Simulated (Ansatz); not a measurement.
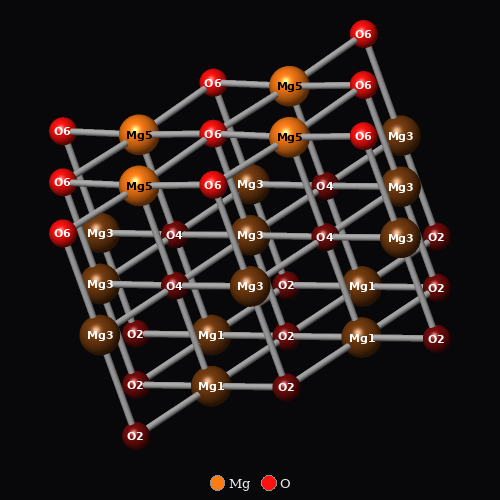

The system is O on a MgO(100) slab cut from the Fm-3m phase, its upper half relaxed before the scan (6 atoms of substrate and one adsorbate in a 1 × 1 cell); the picture shows it without the atoms that are moved over the map. O is moved over the surface cell; relaxed at each place: the height of the adsorbate's atoms; substrate rigid; the origin of the map has the adsorbate above O6. Places are given modulo a cell vector. The map is drawn in real space over the plane of the surface. The grid has 8 × 8 points; 15 points were computed and 49 follow by symmetry. Energies are in eV, from the lowest grid point. Energies and slopes of some neighbouring points disagree (a jump in structure or state, or too coarse a mesh). The magnetic moment jumps between some neighbouring points. With one adsorbate in each 1 × 1 cell, its nearest image is 3.0 Å away, so neighbouring adsorbates interact. The calculation used DFT PBE, scalar-relativistic, plane waves, PAW in Ansatz. Settings: cutoff 420 eV, k-mesh 9×9×1, gaussian smearing 0.05 eV, spin-polarised.

Range: position of O7 along the first surface vector from 0.000 to 0.875; position of O7 along the second surface vector from 0.000 to 0.875.

**What landscape does the calculation give?**

The lowest grid point is at (0/8, 2/8) of the cell vectors [nearest 1 O at 1.49 Å]. The same energy is found at (0/8, 6/8) of the cell vectors [nearest 1 O at 1.49 Å]; (2/8, 0/8) of the cell vectors [nearest 1 O at 1.49 Å]; (6/8, 0/8) of the cell vectors [nearest 1 O at 1.49 Å]. The highest grid point, the top site over a surface Mg atom, (4/8, 4/8) of the cell vectors, lies 0.673 eV above the lowest. At the lowest point the adsorbate has 1 O at 1.49 Å as nearest neighbours, at the highest 1 Mg at 2.07 Å. Its relaxed height above the top atom is 1.29 Å at the lowest and 2.02 Å at the highest point.

| second ↓, first → | 0/8 | 1/8 | 2/8 | 3/8 | 4/8 | 5/8 | 6/8 | 7/8 |
| --- | --- | --- | --- | --- | --- | --- | --- | --- |
| 7/8 | 0.402 | 0.188 | 0.052 | 0.581 | 0.526 | 0.581 | 0.052 | 0.188 |
| 6/8 | 0.000 | 0.052 | 0.574 | 0.539 | 0.547 | 0.539 | 0.574 | 0.052 |
| 5/8 | 0.460 | 0.581 | 0.539 | 0.588 | 0.624 | 0.588 | 0.539 | 0.581 |
| 4/8 | 0.562 | 0.526 | 0.547 | 0.624 | 0.673 | 0.624 | 0.547 | 0.526 |
| 3/8 | 0.460 | 0.581 | 0.539 | 0.588 | 0.624 | 0.588 | 0.539 | 0.581 |
| 2/8 | 0.000 | 0.052 | 0.574 | 0.539 | 0.547 | 0.539 | 0.574 | 0.052 |
| 1/8 | 0.402 | 0.188 | 0.052 | 0.581 | 0.526 | 0.581 | 0.052 | 0.188 |
| 0/8 | 0.670 | 0.402 | 0.000 | 0.460 | 0.562 | 0.460 | 0.000 | 0.402 |

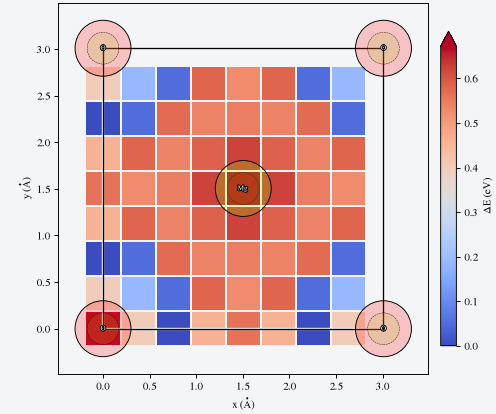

Drawn: one coloured cell a grid point, labelled circles for the atoms of the top layer and small ones for the second layer, the outline of one cell of the plane, one colour for all values above the top of the scale.

Each point was launched as `ansatz run input.yaml --threads 2 --pin off --max-ram 6144MiB --backend cpu --events-out ev --progress --plain --runs-dir out`. Time for the 15 points that were run: 21 min on 2 threads of Intel(R) Xeon(R) Platinum 8488C (Sapphire Rapids), on a shared host.

PAW datasets: the set soft_1.
